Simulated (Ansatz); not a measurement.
## Geometry relaxation, with input and output: TiSi₂ (part 2 of 2)

TiSi₂ (P-6m2, 6 atoms in the cell); DFT PBEsol, scalar-relativistic, plane waves, PAW, no spin polarisation (Ansatz 0.2.0); cutoff 420 eV, 12×12×8 k-mesh, Gaussian smearing of 0.1 eV. The structure derives from a Materials Project entry. It belongs to a series of runs on one base structure; here: 4 of 6 Ti sites taken by Si, cell and atoms relaxed.

Geometry of the input (Å; fractional positions):
```
2.2139  -3.8345  0.0000
-4.4277  0.0000  0.0000
0.0000  0.0000  -5.3206
Si 0.0000  1.0000  0.5000
Si 0.0000  1.0000  0.0000
Ti 0.3333  0.6667  0.2500
Ti 0.3333  0.6667  0.7500
Si 0.6667  0.3333  0.2500
Si 0.6667  0.3333  0.7500
```

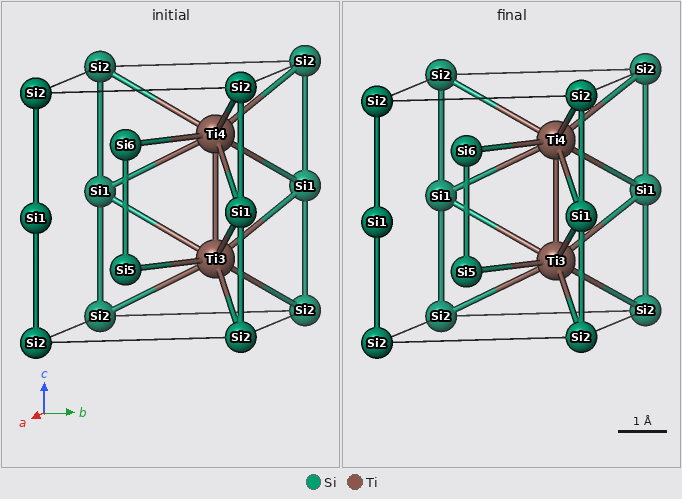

**Figure 1.** Before (left) and after (right) the relaxation, at one scale (ball-and-stick view of the cell of the calculation, seen slightly off an axis). No atom moves by more than 0.005 Å relative to the cell. The drawn cell changes as follows: a = b 4.428 → 4.415 Å (−0.3 %), c 5.321 → 5.146 Å (−3.3 %); the volume changes by −3.8 %. Among the contacts that change: Ti3–Ti4 2.660 → 2.573 Å, Si1–Si2 2.660 → 2.573 Å, Si1–Ti3 2.882 → 2.856 Å, Ti3–Si5 2.556 → 2.549 Å. The space group stays P-6m2 (No. 187). Over 3 geometry steps the energy falls by 68.4 meV per cell of the calculation. All forces vanish by symmetry, so only the cell relaxes. The pressure goes from −3.95 to 0.00 GPa. A last SCF at the same geometry on a re-selected plane-wave basis shifts the energy by +0.5 meV per cell of the calculation. (Atoms are counted from 1 in the order of the input.)

```
basis re-selected at this cell: Δ(F+E_penalty+E_count) = +4.492e-4 eV, ΔP = -0.006 GPa vs the last step (what re-selecting the basis moved, of the pressure what is left beyond the Pulay correction that the steps carried, after the strain that the cell walked since its last selection, with what the two solves' SCF thresholds leave and, on support functions, any second-order correction that the steps lacked; it is no measure of the basis error at this ecutwfc). This SCF's stress stands 8.62e-3 GPa from its target on what of the cell is left free (relax.cell.stress_tol is 1.50e-1 GPa) and its largest allowed force component is 1.34e-16 eV/Å (relax.f_tol is 1.50e-2 eV/Å): within both
SCF converged after 8 iterations
Free energy (F): -7433.866204 eV
Harris-Foulkes:  -7433.866204 eV  (|F-HF|=2.73e-12)
Internal energy: -7433.846827 eV  (E = F + TS)
E sigma→0 (E₀):  -7433.856516 eV
Entropy (-TS):   -0.019377 eV (-3.229 meV/atom)
Fermi energy:    12.112399 eV
--- Per-component energies (eV) ---
  E_band       = -225.075303
  E_kinetic    = 717.917765
  E_local      = -2157.056944  (includes V_loc(G=0)·N_el)
  E_nonlocal   = 122.072304
  E_hartree    = 941.509506
  E_xc         = -418.850724
  E_vxc        = -439.075321  (∫ρ·V_xc dr)
  E_paw        = -4040.620592  (= ΣΔE_a)
  E_vpaw       = -351.952364  (= ΣTr[D̂ρ^β])
  E_aug_tail   = 0.000243  (compensation charges beyond the density's cutoff)
  E_ewald      = -2599.223398
  E_core_change = 0.405011  (= ΣΔE_core)
  E_smearing   = -0.019377  (= −TS)
  E_closure    = 0.000000  (closes the sum)
  Σ components = -7433.866204   (vs F -7433.866204, Δ=0.00e0)
--- Forces (eV/Å), atoms counted from 1 ---
  atom   1  Si     0.00000000     0.00000000     0.00000000
  atom   2  Si     0.00000000     0.00000000     0.00000000
  atom   3  Ti     0.00000000    -0.00000000     0.00000000
  atom   4  Ti     0.00000000    -0.00000000     0.00000000
  atom   5  Si     0.00000000    -0.00000000     0.00000000
  atom   6  Si     0.00000000    -0.00000000     0.00000000
  max |Σ_I F_I| component: 2.52e-16 eV/Å
--- Stress (GPa, compression-positive) ---
       -0.001764       0.000000       0.000000
        0.000000      -0.001764       0.000000
        0.000000       0.000000       0.008624
  P = ⅓ Tr σ = 0.0017 GPa (0.017 kbar)
--- Band table (eV; the first three rows and the last of 95) ---
  k-point 0: bands = ["-43.8007", "-43.6393", "-20.6597", "-20.2402", "-20.2402", "-20.1045", "-20.1045", "-19.6241", "-0.4304", "4.7256", "5.1729", "7.2668", "7.4255", "7.4255", "10.8961", "10.8961", "11.0241", "11.0241", "11.0545", "11.7230", "11.7230", "12.2116", "12.4842", "13.7699", "13.7699", "15.4964"]
  k-point 1: bands = ["-43.7946", "-43.6456", "-20.6221", "-20.2351", "-20.2351", "-20.1097", "-20.1097", "-19.6655", "-0.3429", "3.7056", "6.3284", "7.3496", "7.5008", "7.5008", "10.6468", "10.6468", "10.9703", "10.9703", "11.1677", "11.1953", "11.7116", "11.7116", "13.6120", "14.1473", "14.1473", "15.4805"]
  k-point 2: bands = ["-43.7774", "-43.6633", "-20.5144", "-20.2205", "-20.2205", "-20.1246", "-20.1246", "-19.7826", "-0.0813", "2.6371", "7.5975", "7.7256", "7.7256", "7.7922", "9.9565", "9.9565", "10.1842", "11.0848", "11.0848", "11.4394", "11.6686", "11.6686", "14.8643", "14.8643", "14.9431", "15.4577"]
  k-point 94: bands = ["-43.7203", "-43.7203", "-20.1815", "-20.1815", "-20.1807", "-20.1807", "-20.1537", "-20.1537", "3.3208", "3.3208", "3.3262", "3.3262", "7.1561", "7.1561", "11.3323", "11.3323", "11.4959", "11.4959", "12.7483", "12.7483", "12.8576", "12.8576", "13.5283", "13.5283", "14.7229", "14.7229"]
--- Relaxed structure (4 steps of the walk, 4 accepted, 1 SCFs on fresh bases) ---
  F+E_penalty+E_count = -7433.86620440 eV   max|allowed force component| = 1.338e-16 eV/Å   (the final SCF, on the basis selected at the relaxed cell)
  cell:  # Å, volume = 86.8895 Å³
    - [2.207736444765345, -3.823911691997483, 0.0]
    - [-4.415472889480828, -2.8787672256128407e-11, 0.0]
    - [0.0, 0.0, -5.14614695041694]
  atoms:
    - { symbol: Si, position: [0.0, 1.0, 0.5] }
    - { symbol: Si, position: [0.0, 1.0, -3.2992615571395124e-37] }
    - { symbol: Ti, position: [0.33333333333333337, 0.6666666666666667, 0.25] }
    - { symbol: Ti, position: [0.33333333333333337, 0.6666666666666667, 0.75] }
    - { symbol: Si, position: [0.6666666666666667, 0.3333333333333335, 0.25] }
    - { symbol: Si, position: [0.6666666666666667, 0.3333333333333335, 0.75] }
```

### Trajectory as extended XYZ (Å, eV, eV/Å), 5 frames, from step=1 to step=5
```
6
Lattice="2.2139 -3.8345 0.0000 -4.4277 0.0000 0.0000 0.0000 0.0000 -5.3206" Properties=species:S:1:pos:R:3:forces:R:3 step=1 energy=-7433.79826 pressure_GPa=-3.95
Si   -4.4277    0.0000   -2.6603    0.0000   0.0000   0.0000
Si   -4.4277    0.0000    0.0000    0.0000   0.0000   0.0000
Ti   -2.2139   -1.2782   -1.3301    0.0000   0.0000   0.0000
Ti   -2.2139   -1.2782   -3.9905    0.0000   0.0000   0.0000
Si    0.0000   -2.5564   -1.3301    0.0000   0.0000   0.0000
Si    0.0000   -2.5564   -3.9905    0.0000   0.0000   0.0000
6
Lattice="2.1966 -3.8046 0.0000 -4.3931 0.0000 0.0000 0.0000 0.0000 -5.1939" Properties=species:S:1:pos:R:3:forces:R:3 step=2 energy=-7433.86026 pressure_GPa=0.24
Si   -4.3931    0.0000   -2.5970    0.0000   0.0000   0.0000
Si   -4.3931    0.0000    0.0000    0.0000   0.0000   0.0000
Ti   -2.1966   -1.2682   -1.2985    0.0000   0.0000   0.0000
Ti   -2.1966   -1.2682   -3.8954    0.0000   0.0000   0.0000
Si    0.0000   -2.5364   -1.2985    0.0000   0.0000   0.0000
Si    0.0000   -2.5364   -3.8954    0.0000   0.0000   0.0000
6
Lattice="2.2036 -3.8168 0.0000 -4.4073 0.0000 0.0000 0.0000 0.0000 -5.1516" Properties=species:S:1:pos:R:3:forces:R:3 step=3 energy=-7433.86617 pressure_GPa=0.35
Si   -4.4073    0.0000   -2.5758    0.0000   0.0000   0.0000
Si   -4.4073    0.0000    0.0000    0.0000   0.0000   0.0000
Ti   -2.2036   -1.2723   -1.2879    0.0000   0.0000   0.0000
Ti   -2.2036   -1.2723   -3.8637    0.0000   0.0000   0.0000
Si    0.0000   -2.5445   -1.2879    0.0000   0.0000   0.0000
Si    0.0000   -2.5445   -3.8637    0.0000   0.0000   0.0000
6
Lattice="2.2077 -3.8239 0.0000 -4.4155 0.0000 0.0000 0.0000 0.0000 -5.1461" Properties=species:S:1:pos:R:3:forces:R:3 step=4 energy=-7433.86665 pressure_GPa=0.01
Si   -4.4155    0.0000   -2.5731    0.0000   0.0000   0.0000
Si   -4.4155    0.0000    0.0000    0.0000   0.0000   0.0000
Ti   -2.2077   -1.2746   -1.2865    0.0000   0.0000   0.0000
Ti   -2.2077   -1.2746   -3.8596    0.0000   0.0000   0.0000
Si    0.0000   -2.5493   -1.2865    0.0000   0.0000   0.0000
Si    0.0000   -2.5493   -3.8596    0.0000   0.0000   0.0000
6
Lattice="2.2077 -3.8239 0.0000 -4.4155 0.0000 0.0000 0.0000 0.0000 -5.1461" Properties=species:S:1:pos:R:3:forces:R:3 step=5 energy=-7433.86620 pressure_GPa=0.00
Si   -4.4155    0.0000   -2.5731    0.0000   0.0000   0.0000
Si   -4.4155    0.0000    0.0000    0.0000   0.0000   0.0000
Ti   -2.2077   -1.2746   -1.2865    0.0000   0.0000   0.0000
Ti   -2.2077   -1.2746   -3.8596    0.0000   0.0000   0.0000
Si    0.0000   -2.5493   -1.2865    0.0000   0.0000   0.0000
Si    0.0000   -2.5493   -3.8596    0.0000   0.0000   0.0000
```

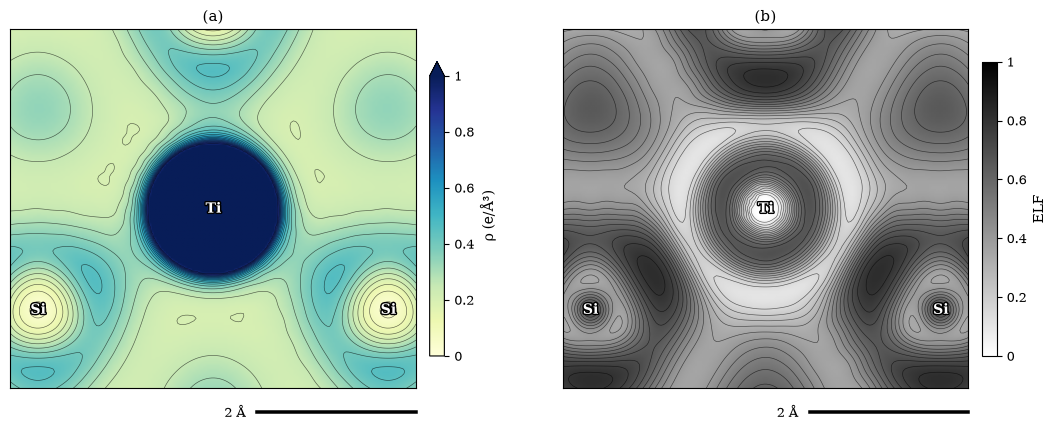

**Figure 2.** (a) valence pseudo-density; (b) electron localisation function on the (001) plane of the calculation cell. The section cuts through Ti and Si sites. Ti–Si (2.55 Å): the density is about 0.34 e/Å³ at the midpoint; the ELF is about 0.45 at the midpoint. Away from the nuclei the density in this plane falls to 0.2 e/Å³ at its lowest. The strong features right at Ti lie inside the PAW spheres (semicore, d or f shells) and say nothing about bonding. Core electrons are frozen (PAW), so the fields are smoothed inside the atomic spheres.

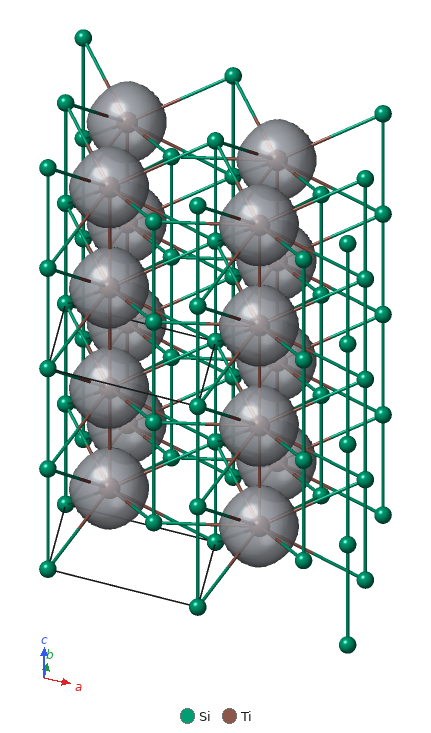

**Figure 3.** Isosurface of the valence electron density at 0.5 e/Å³ (grey), seen at an oblique angle. Sticks mark near contacts. The outline is the calculation cell. At this value the density breaks into separate islands; it holds about 45 % of the electrons treated as valence (semicore included). It is pinched off along the Ti–Si (2.55 Å), Si–Si (2.57 Å), Ti–Ti (2.57 Å) and Ti–Si (2.86 Å) contacts. On the grid the lowest density along these lines, outside the cores, is 0.34 e/Å³ (Ti–Si, 2.55 Å), 0.34 e/Å³ (Si–Si, 2.57 Å), 0.31 e/Å³ (Ti–Ti, 2.57 Å) and 0.23 e/Å³ (Ti–Si, 2.86 Å).

### Key numbers

| quantity | value |
| --- | --- |
| outcome | converged |
| space group (tolerance 0.01 Å) | P-6m2 (187) |
| electrons treated | 40 |
| free energy | −7433.8662 eV |
| Fermi energy | 12.112 eV |
| gap on the k-point mesh | none (metallic) |
| pressure | 0.00 GPa |
| final volume | 86.89 Å³ |
| largest force (length of the vector) at the end | under 0.001 eV/Å |
| final cell | a = 4.415 Å, b = 4.415 Å, c = 5.146 Å, α = 90.00°, β = 90.00°, γ = 120.00° |
| hardware | 1 thread of Intel Xeon @ 2.50GHz (Skylake/Cascade Lake), 189 GiB of memory available, shared host |
| wall time | 3.6 min |
| peak memory | 0.5 GiB |
